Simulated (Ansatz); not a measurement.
Consider TiAl3.

```
CELL_PARAMETERS angstrom
3.82400 0.00000 0.00000
0.00000 3.82400 0.00000
0.00000 0.00000 8.56383
ATOMIC_POSITIONS crystal
Ti 0.00000 0.00000 0.00000
Ti 0.50000 0.50000 0.50000
Al 0.00000 0.00000 0.50000
Al 0.50000 0.50000 0.00000
Al 0.00000 0.50000 0.75000
Al 0.50000 0.00000 0.25000
Al 0.00000 0.50000 0.25000
Al 0.50000 0.00000 0.75000
```

Space group I4/mmm; a structure from a database of computed crystals, not necessarily the ambient phase; computed without spin polarisation.

The calculation used DFT r2SCAN, scalar-relativistic, plane waves, PAW (Ansatz 0.2.0).

### What will maps of the valence pseudo-density and electron localisation function show?

Ti–Al (2.70 Å): the density is about 0.23 e/Å³ at the midpoint; the ELF is about 0.40 at the midpoint.

### Metal or insulator at this level of theory?

It is metallic or semimetallic at this level of theory: no gap opens.

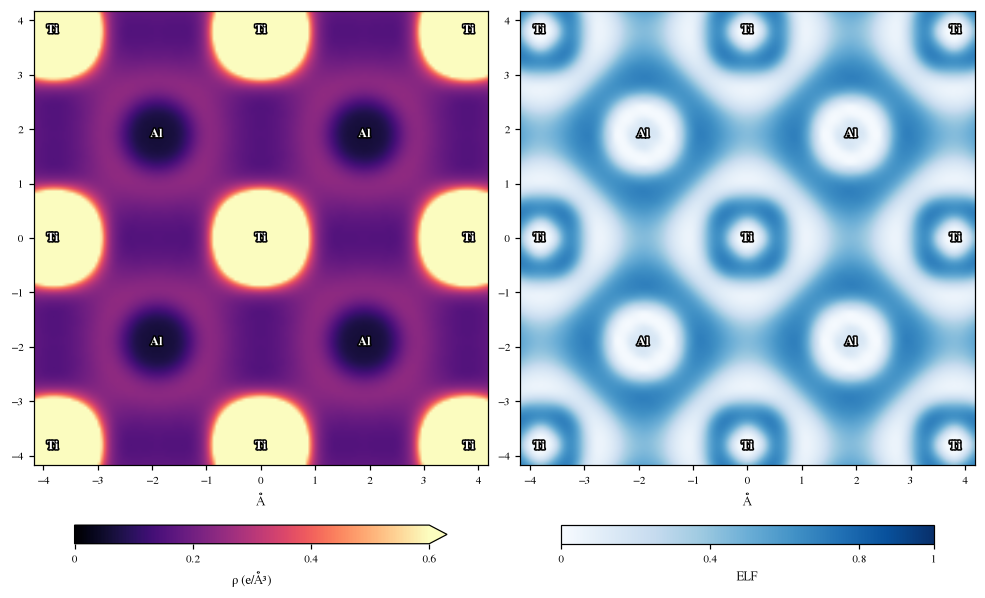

Computed valence pseudo-density and electron localisation function on the (001) plane of the conventional cell, in this order. 

In a PAW calculation such maps are meaningful between the atoms, not at the nuclei.
